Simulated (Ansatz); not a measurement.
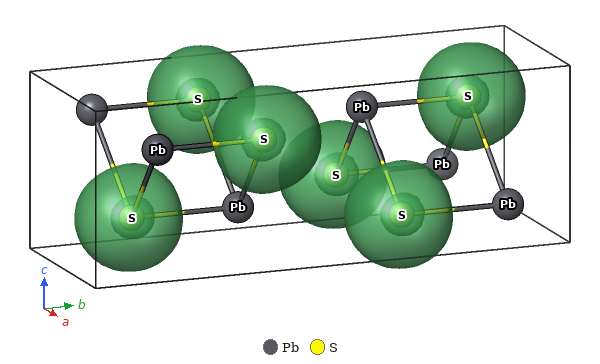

Figure. PbS. Isosurface of the electron localisation function at 0.65 (green), seen slightly off an axis. Only the valence region is drawn (cores and ρ < 0.01 e/Å³ removed). Sticks mark near contacts.

Space group Cmcm; a structure from a database of computed crystals, not necessarily the ambient phase.

Theory: Ansatz 0.2.0, Kohn-Sham DFT of a periodic cell, PBEsol, Ansatz PAW.

What do the ELF domains correspond to?

The surface consists of four regions wrapped around S (the valence shell of each), counted in one cell of 8 atoms. Regions shared between cells count once. Along the contacts the grid gives the following. Pb–S (2.65 Å): the ELF peaks at about 0.85 in the valence shell of S, 0.8 Å from its nucleus, and drops to about 0.25 between the two atoms. Pb–S (2.95 Å): the ELF peaks at about 0.85 in the valence shell of S, 0.8 Å from its nucleus, and drops to about 0.20 between the two atoms.

Does the calculation give a band gap?

It is gapped, with a Kohn–Sham gap of 1.1 eV on the k-point mesh, an upper bound to the gap of this method.
